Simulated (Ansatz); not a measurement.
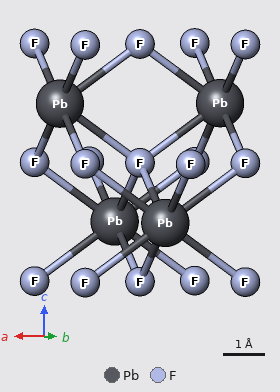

Starting structure of a defect cell of composition Pb8F15 (cell charge +1). Style: ball-and-stick. Shown: the atoms within 4.2 Å of the atom that moves most (axes of the conventional cell (2 times the calculation's cell) (origin shifted)), from a free direction. Lengths and directions refer to the drawn axes.

Level of theory: Ansatz, DFT PBEsol, scalar-relativistic, plane waves, PAW; settings changed.

Input file:
```yaml
crystal:
  lattice:
    - [0.0, -5.8988066294, -5.8988066294]
    - [-5.8988066294, -5.8988066294, 0.0]
    - [-5.8988066294, 0.0, -5.8988066294]
  atoms:
    - { symbol: Pb, position: [0.5, 0.0, 0.0] }
    - { symbol: Pb, position: [0.5, 0.5, 0.0] }
    - { symbol: Pb, position: [0.5, 0.0, 0.5] }
    - { symbol: Pb, position: [0.5, 0.5, 0.5] }
    - { symbol: Pb, position: [1.0, 0.0, 0.0] }
    - { symbol: Pb, position: [1.0, 0.5, 0.0] }
    - { symbol: Pb, position: [1.0, 0.0, 0.5] }
    - { symbol: Pb, position: [1.0, 0.5, 0.5] }
    - { symbol: F, position: [0.375, 0.875, 0.375] }
    - { symbol: F, position: [0.375, 0.375, 0.875] }
    - { symbol: F, position: [0.375, 0.875, 0.875] }
    - { symbol: F, position: [0.875, 0.375, 0.375] }
    - { symbol: F, position: [0.875, 0.875, 0.375] }
    - { symbol: F, position: [0.875, 0.375, 0.875] }
    - { symbol: F, position: [0.875, 0.875, 0.875] }
    - { symbol: F, position: [0.125, 0.125, 0.125] }
    - { symbol: F, position: [0.25, 0.5, 0.25] }
    - { symbol: F, position: [0.125, 0.125, 0.625] }
    - { symbol: F, position: [0.125, 0.625, 0.625] }
    - { symbol: F, position: [0.625, 0.125, 0.125] }
    - { symbol: F, position: [0.625, 0.625, 0.125] }
    - { symbol: F, position: [0.625, 0.125, 0.625] }
    - { symbol: F, position: [0.625, 0.625, 0.625] }
total_charge: 1
basis:
  ecutwfc: 420
kpoints:
  mp_grid: { grid: [4, 4, 4] }
hamiltonian:
  xc: pbesol
scf:
  occupations: { method: tetrahedron_uncorrected }
  mixing: { preconditioner: none }
output:
  forces: true
  eigenvalues: true
  stress: true
relax:
  adjacent_minimum: "off"
  f_tol: 0.02
  max_steps: 60
  escape_saddle: false
```

Command:
```bash
ansatz run input.yaml --threads 4 --pin off --max-ram 9216MiB --backend cpu --events-out ev --progress --plain --runs-dir out
```

> Where does the relaxation end?

The largest moves, 0.26 Å, are those of F14 and F23. F14 goes along −c. Largest moves by element: F 0.26 Å, Pb 0.19 Å. The cell stays as it was. Some distances before and after: Pb5–F14 2.554 → 2.396 Å, Pb5–F16 2.554 → 2.506 Å, Pb2–F10 2.554 → 2.516 Å, Pb5–F18 2.554 → 2.527 Å. Bond angles that change, for instance: Pb5–F14–Pb6 109.5° → 116.8°, F14–Pb5–F16 70.5° → 67.1°, F18–Pb5–F20 109.5° → 106.8°. After 4 geometry steps the energy has fallen by 0.838 eV per cell of the calculation. Largest force component: 2.2 eV/Å at the start, 0.0067 eV/Å at the end. Cost: 60 s on 4 threads of Arm Neoverse V2, with other jobs on the host, peak memory 1.7 GiB.

After the run, drawn alike:

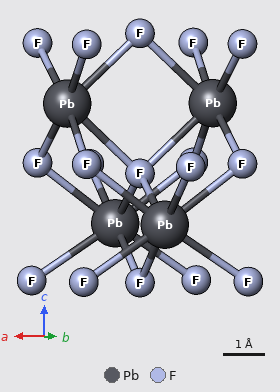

Limits of the set-up: the periodic images lie only 8.3 Å apart, so the values are limited by the cell's size; the cell is charged, on a uniform background, and energies carry no finite-size correction.
